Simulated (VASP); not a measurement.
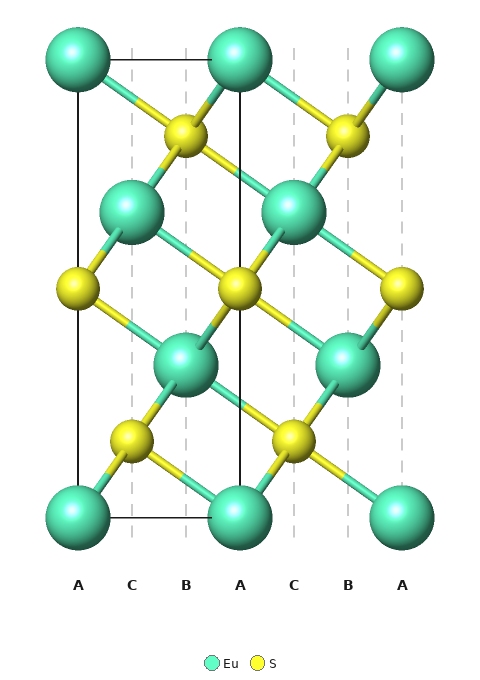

The picture looks along a close-packed row of the hexagonal mesh; [111] points upwards. The dashed lines mark the three columns A (0, 0), B (1/3, 2/3) and C (2/3, 1/3). The box is the hexagonal cell of the face-centred cubic lattice. The sequence starts with the first layer at or above the cell's origin.

The compound is EuS, taken as coordinates from a relaxation with VASP, VASP Kohn-Sham DFT of a periodic cell, HSE03, VASP PAW PBE potentials, recommended.

### Read off the stacking sequence over one period.

Eu(A) – S(C) – Eu(B) – S(A) – Eu(C) – S(B) (six layers in 10.33 Å).

### How are the S layers alone stacked?

S layers alone: CAB, the cubic close-packed type.

### Which positions between or in the S layers do the other atoms fill?

Eu: three octahedral sites in each hexagonal cell.
